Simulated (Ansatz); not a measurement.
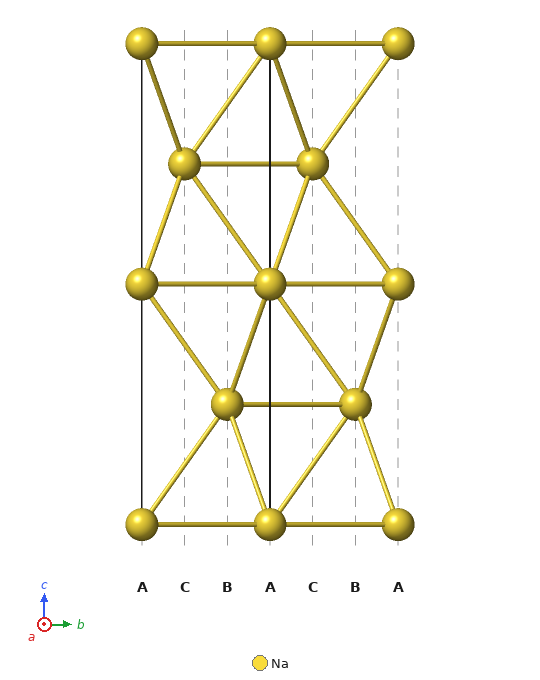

Projection along an edge of the hexagonal mesh, stacking direction c upwards. The dashed lines mark the three columns A (0, 0), B (1/3, 2/3) and C (2/3, 1/3). The sequence starts with the first layer at or above the cell's origin.

The compound is Na, taken as the input geometry of an electronic-structure calculation (not necessarily at equilibrium); the starting structure was generated, so it need not be a known form of this composition.

List the layers of one repeat.

Na(A) – Na(B) – Na(A) – Na(C) (four layers in 12.44 Å).

Taking all atoms as equal spheres, what packing is it?

As equal spheres, ABAC: a mixed close packing, (ch) in Jagodzinski's notation.

What short polytype symbol fits?

Polytype symbol 4H, Ramsdell's symbol (number of layers in the repeat and lattice).

Heights of the layers:

```tsv
layer	atoms (column)	height (Å)	to next (Å)
1	Na(A)	0.00	3.11
2	Na(B)	3.11	3.11
3	Na(A)	6.22	3.11
4	Na(C)	9.33	3.11
```
